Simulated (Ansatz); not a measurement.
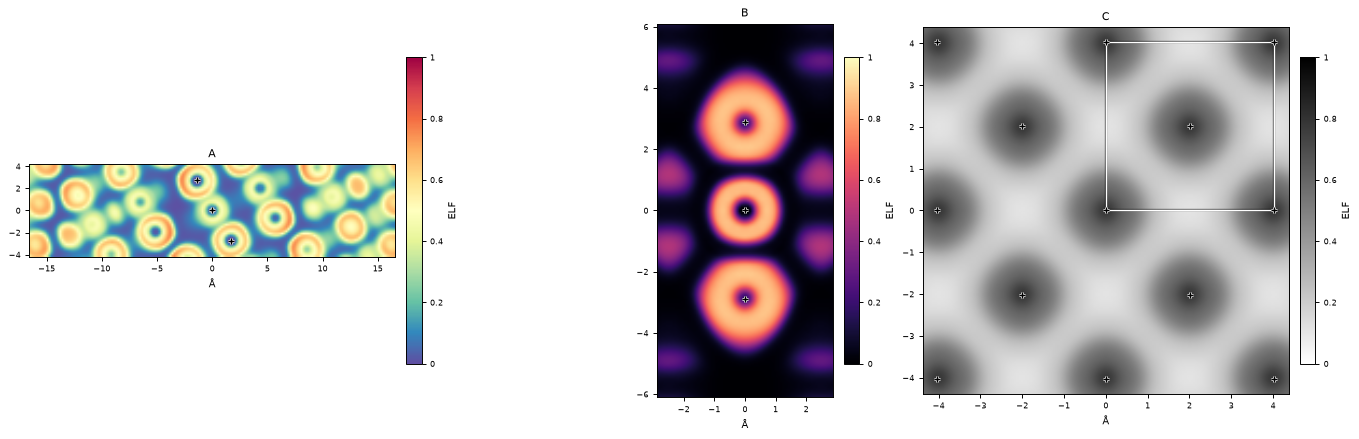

The ELF of 3 systems, each on a plane through atoms (crosses mark nuclei in the plane).

Method: Ansatz, DFT PBE, scalar-relativistic, plane waves, PAW.

System 1: Au, the (100) plane of the conventional cell. Space group Fm-3m; changed on purpose from its base cell (strain -0.015 along x and y, -0.015 along z, atoms carried along); computed pressure about 17 GPa in this cell; computed without spin polarisation.

```xyz
4
Lattice="4.0296 0.0000 0.0000 0.0000 4.0296 0.0000 0.0000 0.0000 4.0296" Properties=species:S:1:pos:R:3 pbc="T T T"
Au    0.0000    0.0000    0.0000
Au    2.0148    2.0148    0.0000
Au    2.0148    0.0000    2.0148
Au    0.0000    2.0148    2.0148
```

System 2: SrCl2, the (010) plane of the conventional cell. Space group R-3m.

```xyz
9
Lattice="3.5708 0.0000 -3.5708 -3.5708 3.5708 0.0000 6.6418 6.6418 6.6418" Properties=species:S:1:pos:R:3 pbc="T T T"
Sr    0.0000    0.0000    0.0000
Sr    3.4042    3.4042   -0.1667
Sr    3.2376    6.8084    3.2376
Cl    1.6604    1.6604    1.6604
Cl    5.0646    5.0646    1.4938
Cl    4.8980    8.4689    4.8980
Cl    1.7438    1.7437   -1.8271
Cl    1.5771    5.1480    1.5772
Cl    4.9813    4.9813    4.9813
```

System 3: Bi2Te3, the (111) plane of the conventional cell. Space group R-3m.

```
CELL_PARAMETERS angstrom
4.44655 0.00000 0.00000
-2.22327 3.85082 0.00000
0.00000 0.00000 32.16867
ATOMIC_POSITIONS crystal
Bi 0.33333 0.66667 0.06387
Bi 0.00000 0.00000 0.39721
Bi 0.66667 0.33333 0.73054
Bi 0.33333 0.66667 0.26946
Bi 0.00000 0.00000 0.60279
Bi 0.66667 0.33333 0.93613
Te 0.00000 0.00000 0.00000
Te 0.66667 0.33333 0.33333
Te 0.33333 0.66667 0.66667
Te 0.00000 0.00000 0.21603
Te 0.66667 0.33333 0.54937
Te 0.33333 0.66667 0.88270
Te 0.66667 0.33333 0.11730
Te 0.33333 0.66667 0.45063
Te 0.00000 0.00000 0.78397
```

### Which map belongs to which system?

Panel A is system 3, Bi2Te3: the plane holds Bi and Te. Bi–Te (3.09 Å): the ELF peaks at about 0.65 in the valence shell of Te, 1.3 Å from its nucleus, and drops to about 0.35 between the two atoms. Panel B is system 2, SrCl2: the plane holds Sr and Cl. Sr–Cl (2.88 Å): the ELF peaks at about 0.90 in the valence shell of Cl, 0.8 Å from its nucleus, and drops to about 0.10 between the two atoms: a closed-shell, largely ionic contact. Panel C is system 1, Au: the plane holds Au. Au–Au (2.85 Å): the ELF is about 0.20 at the midpoint; no shared electron pair shows on this line.
